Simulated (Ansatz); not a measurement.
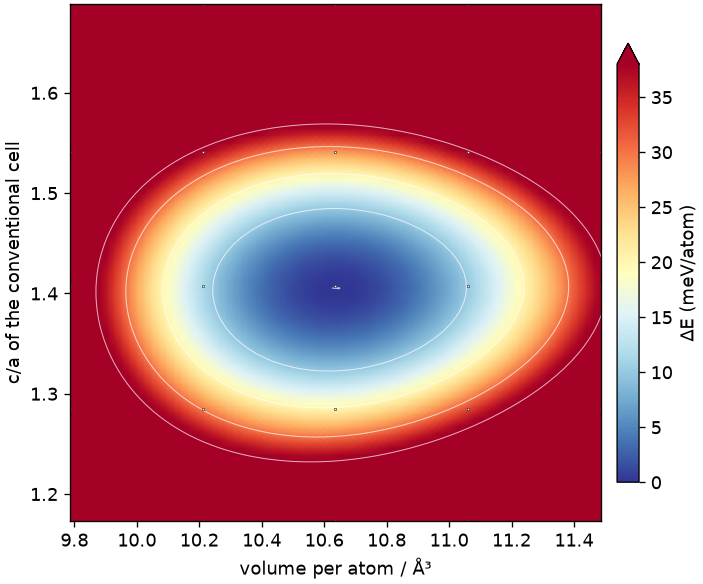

AlGaN₂ (P-4m2, No. 115; 4 atoms in the cell). The energy is mapped over volume and the cell's shape. The first coordinate is: volume per atom; the second: c/a of the conventional cell. Relaxed at each point: the atoms inside the fixed cell. The scan uses a 5 × 5 grid. Points are written as (first, second). Energies: meV/atom, counted from the lowest grid point. Level of theory: Ansatz, DFT LDA, scalar-relativistic, plane waves, PAW. Settings: cutoff 520 eV, k-mesh 8×8×6 in the order of the run's cell vectors, gaussian smearing 0.05 eV, no spin polarisation.

In the figure: a smooth colour map with a few white contour lines, dots at the grid points, one colour for all values above the top of the scale. Between grid points the surface is interpolated.

Question: Estimate the position of the minimum and the force constants in these coordinates.

Answer: The interpolated minimum is at volume per atom ≈ 10.64 Å³, c/a of the conventional cell ≈ 1.407. The curvatures there are about 0.48 eV/(Å³)² and 12 eV, with a cross term of about 0 eV/Å³ (per cell of 4 atoms). Round the minimum the two coordinates are nearly uncoupled.

PAW datasets: the set soft_1.
